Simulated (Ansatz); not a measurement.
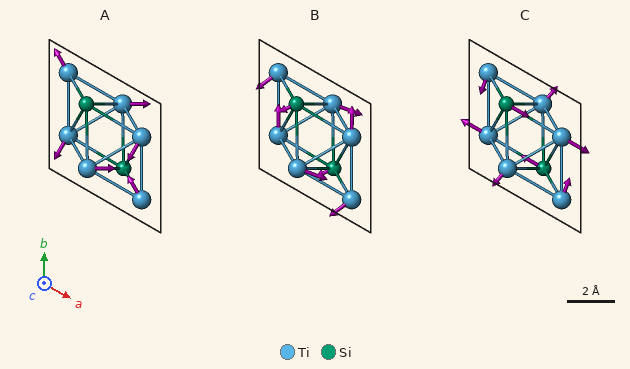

Modes of a crystal of Ti3Si, space group P6₃/mmc (No. 194), at the zone centre (one member of each degenerate set). Displacements are drawn as purple arrows; their common scale and sign are arbitrary. A ball-and-stick model of the cell of the calculation, seen along the c axis.

Level of theory: DFT PBEsol, scalar-relativistic, plane waves, PAW in Ansatz 0.2.0.

The frequencies depend somewhat on the k-mesh and the smearing.

### Give the symmetry species and the selection rules of each.

A is B₂u, silent by symmetry (neither infrared- nor Raman-active) (281 cm⁻¹). B is E₁u, infrared-active by symmetry (263 cm⁻¹). C is E₂g, Raman-active by symmetry (194 cm⁻¹). The crystal has a centre of inversion, so no mode is both. In a metal the free carriers screen the infrared response.
